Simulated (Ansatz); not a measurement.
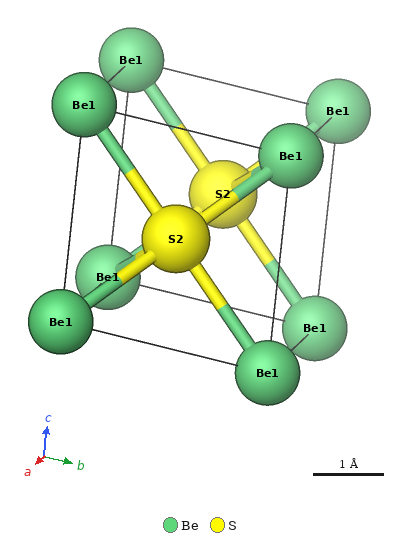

Figure 1. The structure (ball-and-stick view of the reduced cell, seen slightly off an axis; atoms are numbered from 1 in the order of the input). Near neighbours in the crystal (not all of them lie inside the picture): Be has 6 S at 2.31 to 2.33 Å; S has 6 Be at 2.31 to 2.33 Å.

## Run report: BeS, band-structure calculation (part 1 of 2)

- system: BeS (I4/mmm, 2 atoms in the cell)
- method: DFT, HSE06, plane waves, PAW, no spin polarisation (Ansatz 0.2.0)

The structure was built on a prototype by a generator. The geometry comes from this level: r2SCAN (a point of a series of strains). It belongs to a series of runs on one base structure; here: epitaxial_xy strain +0.4%. Figures and captions count atoms from 1; the log counts them from 0 in places.

What the program printed:
```
Warning: output.stress: scf.convergence.dr2_threshold = 1e-7 eV (the SCF's general default) is looser than the 2e-10 eV advised for a printed stress (1e-10 eV for each atom of the cell: 2). What an SCF threshold leaves in a stress goes as its square root, and in the free energy as the threshold itself, and one threshold admits the most on a small cell: of the crystals measured, under no hybrid functional and no lock of the moments, on runs that ended without the residual-converged pass, on stresses that held no estimate of that error, the worst erred by over 100 MPa in a component at 1e-7 eV an atom and by under 5 at 1e-10. Set scf.convergence.dr2_threshold to 2e-10 eV or tighter. The threshold is an SCF's pass mark: one that does not reach it within its budget of iterations ends unconverged, or closes short of it on a stop that the run arms, and scf.convergence.dr2_threshold's page says what that costs each kind of run
Warning: output.stress: scf.exx.energy_threshold = 1e-6 eV is looser than the 2e-8 eV advised for a stress under a hybrid functional (1e-8 eV for each atom of the cell: 2). Every SCF of the exchange loop can meet its threshold on dr2 while the loop round them stops early: no threshold on dr2 bounds what that leaves in the stress. Set scf.exx.energy_threshold to 2e-8 eV or tighter. The threshold is the loop's pass mark: a loop that does not reach it within its budget of cycles ends unconverged, and scf.exx.energy_threshold's page has the law
scf.n_extra_bands = 4 over 4 filled bands (N_el = 8.0): the run solves 8 bands
Engine: ansatz 0.2.0, x86_64-unknown-linux-gnu
Pseudopotentials: kind: paw
Pseudopotential: Be, paw, valence charge 2, recommended cutoff 420 eV (normal), Be.paw.azcp
Pseudopotential: S, paw, valence charge 6, recommended cutoff 420 eV (normal), S.paw.azcp
Functional definition: HSE06
  parameter a = 0.25
  parameter omega = 0.11/bohr
  exchange = pbe_x - a*pbe_x_sr(omega) + a*exact_x_sr(omega)
  correlation = pbe_c
davidson cushion auto → on  (no smearing: the cushion is to keep the highest requested band from converging to the state above it; pin scf.eigensolver.cushion to override)
Crystal: 2 atoms, lattice volume = 24.986 Å³
Basis set: ecut = 420 eV, 531 PW (Γ), exchange–correlation on 48×48×48 points (8 copies of the dense FFT grid, shifted against one another)
Bands: 8, of which v1, the nominal top of the filled ones, is band 4 counted from 1 (3 counted from 0)
Symmetry: 16 space group operations
Space group: I4/mmm (ITA 139), of the structure as read, at distance tolerance 2.9e-5 Å
k-points: 30 of 216
Non-local potential: Be, projectors of the file, l = 0: 2, l = 1: 2, l = 2: 1
Non-local potential: S, projectors of the file, l = 0: 2, l = 1: 2, l = 2: 2
PAW form: soft (Blöchl's): semilocal exchange-correlation on the pseudo side does not see the compensation charge
PAW frozen core: Be, regenerated for the run's functional, and the local potential with it (the file was generated under x = pbe(κ = 0.804, μ = 0.2195149727645171), c = pbe(β = 0.06672455060314922))
PAW frozen core: S, regenerated for the run's functional, and the local potential with it (the file was generated under x = pbe(κ = 0.804, μ = 0.2195149727645171), c = pbe(β = 0.06672455060314922))
PAW one-centre angular grid: Be, 110 points (default); XC on 64 Gauss nodes
PAW one-centre angular grid: S, 110 points (default); XC on 64 Gauss nodes
Initial density: superposition of atomic densities (neutral atoms: chi_scale 0, normalization atom), corrected by the library's trained network
Initial wavefunctions: pseudopotential atomic-orbital guess
Functional: x = pbe(κ = 0.804, μ = 0.2195149727645171), c = pbe(β = 0.06672455060314922), warm-up for x = pbe(κ = 0.804, μ = 0.2195149727645171) + 0.25 (exact − pbe) at short range (hse, ω = 0.20786987370883472 Å⁻¹), c = pbe(β = 0.06672455060314922); HSE06 as pw.x's `hse` composes it (authors' and Libxc's form: `xc: wpbeh`)
SCF iter   1: F=—  HF=-995.822312 eV  |F-HF|=—  |Δ(HF+E_count)|=         —  Δρ=1.30e-3  dr2=4.72e-4  ethr=1.77e-3  ⟨swp⟩=6.4  Hψ=1307  notcnv=0
preconditioner: auto → none  [insulator: Δε(μ)=0.938 eV  Ē_g=12.567 eV  n_scr=0 (ndim 8)  ℏωp=21.0 eV  f_vac=0.000]
SCF iter   2: F=-995.822046 eV  HF=-995.822009 eV  |F-HF|=3.74e-5  |Δ(HF+E_count)|=   3.03e-4  Δρ=5.14e-4  dr2=4.95e-5  ethr=5.90e-6  ⟨swp⟩=3.8  Hψ=813  notcnv=0
SCF 1 stopped early in 2 iterations: F = -995.822046 eV  dr2 = 4.95e-5
  greatest PAW one-centre occupation: 0.853 electrons in one spin orbital (limit 2), on the S atom at site 1 (counted from 0), in its partial waves of l = 0
Initial density: handed on by an earlier stage of this run
Initial wavefunctions: those handed on with the density
Functional: x = pbe(κ = 0.804, μ = 0.2195149727645171) + 0.25 (exact − pbe) at short range (hse, ω = 0.20786987370883472 Å⁻¹), c = pbe(β = 0.06672455060314922); HSE06 as pw.x's `hse` composes it (authors' and Libxc's form: `xc: wpbeh`)
Exchange kernel: α = 0.2500, screened, ω = 0.2079 Å⁻¹, Wigner–Seitz truncation, v(0) = 1043.5276 eV·Å³, q-mesh 6×6×6, nearest image of the exchange supercell L = 19.67 Å, pair-density grid 12×12×12, without the augmentation charges, whose exchange is taken in its separable form by FFT convolution over the k-point mesh (sized by the pseudopotential files, 18×18×18 at the most), smooth part of the exact exchange by density-matrix convolution
Frozen-core exchange: fock
SCF iter   1: F=—  HF=-996.545501 eV  |F-HF|=—  |Δ(HF+E_count)|=         —  Δρ=4.89e-3  dr2=6.83e-3  ethr=6.19e-6  ⟨swp⟩=6.1  Hψ=1190  notcnv=0
preconditioner: auto → none  [insulator: Δε(μ)=1.715 eV  Ē_g=14.321 eV  n_scr=0 (ndim 8)  ℏωp=21.0 eV  f_vac=0.000]
SCF iter   2: F=—  HF=-996.542818 eV  |F-HF|=—  |Δ(HF+E_count)|=   2.68e-3  Δρ=1.99e-3  dr2=1.05e-3  ethr=6.19e-6  ⟨swp⟩=3.9  Hψ=839  notcnv=0
SCF iter   3: F=—  HF=-996.544530 eV  |F-HF|=—  |Δ(HF+E_count)|=   1.71e-3  Δρ=8.30e-4  dr2=2.32e-4  ethr=6.19e-6  ⟨swp⟩=2.7  Hψ=631  notcnv=0
iter 4 solved again at ethr=5.33e-9 eV; its pass at ethr=2.69e-6 eV (dr2=4.26e-7 eV) is discarded
SCF iter   4: F=-996.544438 eV  HF=-996.544439 eV  |F-HF|=5.32e-7  |Δ(HF+E_count)|=   9.06e-5  Δρ=4.83e-5  dr2=2.13e-6  ethr=5.33e-9  ⟨swp⟩=3.5  Hψ=1477  notcnv=0
SCF 2 stopped early in 4 iterations: F = -996.544438 eV  dr2 = 2.13e-6
  greatest PAW one-centre occupation: 0.859 electrons in one spin orbital (limit 2), on the S atom at site 1 (counted from 0), in its partial waves of l = 0
hybrid outer 1: dexx = +2.185e-3 eV, tail = 5.26e-6 eV
Exchange kernel: α = 0.2500, screened, ω = 0.2079 Å⁻¹, Wigner–Seitz truncation, v(0) = 1043.5276 eV·Å³, q-mesh 6×6×6, nearest image of the exchange supercell L = 19.67 Å, pair-density grid 12×12×12, without the augmentation charges, whose exchange is taken in its separable form by FFT convolution over the k-point mesh (sized by the pseudopotential files, 18×18×18 at the most), smooth part of the exact exchange by density-matrix convolution
Frozen-core exchange: fock
SCF iter   1: F=—  HF=-996.544442 eV  |F-HF|=—  |Δ(HF+E_count)|=         —  Δρ=6.16e-5  dr2=1.37e-6  ethr=3.29e-7  ⟨swp⟩=2.2  Hψ=605  notcnv=0
preconditioner: auto → none  [insulator: Δε(μ)=1.695 eV  Ē_g=14.302 eV  n_scr=0 (ndim 8)  ℏωp=21.0 eV  f_vac=0.000]
SCF iter   2: F=—  HF=-996.544442 eV  |F-HF|=—  |Δ(HF+E_count)|=   5.10e-7  Δρ=8.94e-6  dr2=3.43e-8  ethr=1.61e-8  ⟨swp⟩=2.8  Hψ=628  notcnv=0
SCF iter   3: F=—  HF=-996.544442 eV  |F-HF|=—  |Δ(HF+E_count)|=   1.49e-7  Δρ=7.16e-6  dr2=1.83e-8  ethr=9.49e-11  ⟨swp⟩=4.0  Hψ=879  notcnv=0  defer=4
SCF iter   4: F=-996.544442 eV  HF=-996.544442 eV  |F-HF|=5.72e-11  |Δ(HF+E_count)|=   6.84e-9  Δρ=8.11e-7  dr2=4.10e-10  ethr=9.49e-11  ⟨swp⟩=3.0  Hψ=785  notcnv=0
SCF 3 converged in 4 iterations: F = -996.544442 eV  dr2 = 4.10e-10
  Residual-converged pass: ⟨swp⟩=2.2  Hψ=487  notcnv=0  max |occ|·‖R‖ = 2.4e-6 eV (tolerance 2.4e-6 eV)  dr2=4.11e-10  dr2_onsite=1.25e-11  max |Δocc| = 0.0e0
```

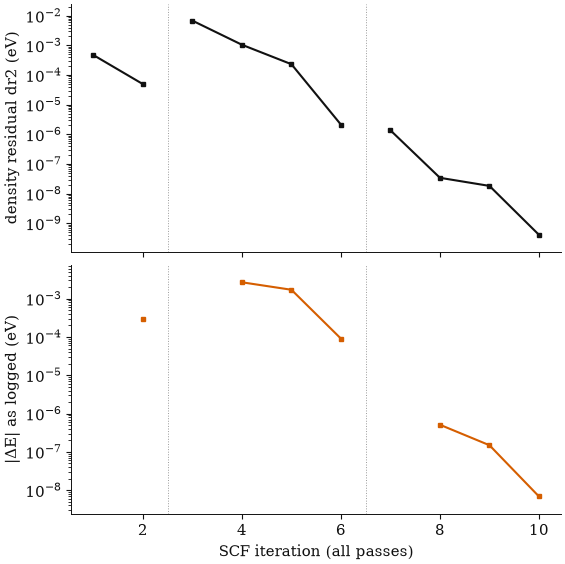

Figure 2. Convergence of the self-consistent field: density residual dr2 and size of the energy change against the SCF iteration. The run starts with a semilocal functional; after that each stretch between dotted lines is one SCF of the hybrid functional between two exact rebuilds of the exchange operator by the outer loop. Early passes are stopped at a loose threshold. The passes take 2, 4 and 4 iterations.

```
hybrid outer 2: dexx = +1.581e-7 eV, tail = 1.05e-9 eV, Δε = 1.09e-3 eV (about 2.06e-5 eV left of the loop's levels)
NSCF: frozen V_eff on 7 k-points
hybrid SCF converged: 2 outer / 8 inner (+2 warm-up), last move |dexx| = 1.58e-7 eV, tail = 1.05e-9 eV
Stability not checked: this state was not tested for a lower state beside it, because the functional holds exact exchange (a hybrid, or Hartree-Fock), whose exchange loop this test does not read (fock_operator; see scf.lower_state_search)
Free energy (F): -996.544442 eV
Frozen-core exchange: fock
Harris-Foulkes:  -996.544442 eV  (|F-HF|=5.72e-11)
Internal energy: -996.544442 eV  (E = F + TS)
E sigma→0 (E₀):  -996.544442 eV
Fermi energy:    7.358793 eV
--- Per-component energies (eV) ---
  E_band       = 8.154714
  E_kinetic    = 126.954456
  E_local      = -78.691643  (includes V_loc(G=0)·N_el)
  E_nonlocal   = 31.852077
  E_hartree    = 25.849584
  E_xc         = -94.616978
  E_vxc        = -87.858122  (∫ρ·V_xc dr)
  E_exx        = -14.029356  (= α·E_x^exact, valence–valence)
  E_paw        = -668.660690  (= ΣΔE_a)
  E_vpaw       = -7.742708  (= ΣTr[D̂ρ^β])
  E_aug_tail   = 0.000001  (compensation charges beyond the density's cutoff)
  E_ewald      = -325.099978
  E_core_change = -0.101916  (= ΣΔE_core)
  E_smearing   = -0.000000  (= −TS)
  E_closure    = 0.000000  (closes the sum)
  Σ components = -996.544442   (vs F -996.544442, Δ=-1.14e-13)
--- Forces (eV/Å), atoms counted from 1 ---
  atom   1  Be    -0.00000000     0.00000000     0.00000000
  atom   2  S      0.00000000    -0.00000000     0.00000000
  max |Σ_I F_I| component: 2.96e-30 eV/Å
--- Stress (GPa, compression-positive) ---
       -2.385576       0.000000       0.000000
        0.000000      -2.385576       0.000000
        0.000000       0.000000      -1.728192
  P = ⅓ Tr σ = -2.1664 GPa (-21.664 kbar)
--- Band table (eV; the first three rows and the last of 30) ---
  k-point 0: bands = ["-9.2377", "6.9770", "7.0721", "7.0721", "13.7476", "17.2331", "17.2331", "17.3213"]
  k-point 1: bands = ["-8.7961", "4.7195", "6.9203", "6.9550", "14.1190", "15.5244", "15.6478", "17.2936"]
  k-point 2: bands = ["-7.6382", "1.2030", "6.8144", "6.8322", "12.9635", "13.1597", "13.2504", "18.8006"]
  k-point 29: bands = ["-5.5903", "-0.0309", "3.8837", "3.8837", "9.0533", "12.5507", "20.6862", "20.6862"]
```

File bands.tsv:
```
# k_distance	band_0	band_1	band_2	band_3	band_4	band_5	band_6	band_7
# fermi_ev = 7.358793
# lock_threshold_ev = 1e-6
# [0, 0, 0] at k_distance = 0.000000
# [0.5, 0, 0.5] at k_distance = 1.350717
# [0.625, 0.25, 0.625] at k_distance = 1.829978
# [0.375, 0.375, 0.75] at k_distance = 2.658109
# [0.5, 0.5, 0.5] at k_distance = 3.489201
# [0.5, 0.25, 0.75] at k_distance = 4.447725
# [0.15, 0.15, 0.3] at k_distance = 5.431061
# levels_relative_to = fermi_ev
# free_energy_ev = -996.544442
# largest_residual_norms_ev = 3.139e-4 6.070e-4 2.606e-4 6.812e-4 5.630e-4 3.822e-4 3.231e-4 5.906e-4
0.000000	-16.596528	-0.381816	-0.286719	-0.286719	6.388810	9.874289	9.874289	9.962510
1.350717	-13.011609	-7.393895	-3.488275	-3.369150	1.775210	5.229312	13.238874	13.518782
1.829978	-13.093055	-6.614498	-5.608813	-2.659757	3.141010	8.628673	9.404862	12.681150
2.658109	-13.059264	-6.620344	-5.589752	-2.711274	3.058976	8.556633	9.414607	12.638571
3.489201	-14.125599	-7.920035	-0.568443	-0.522628	4.920691	4.952518	5.143649	11.576376
4.447725	-12.944041	-5.902747	-5.902239	-4.218270	5.885625	6.675449	10.410519	10.458461
5.431061	-15.666533	-3.582602	-2.249647	0.021292	6.367781	6.649994	9.060391	9.120015
```
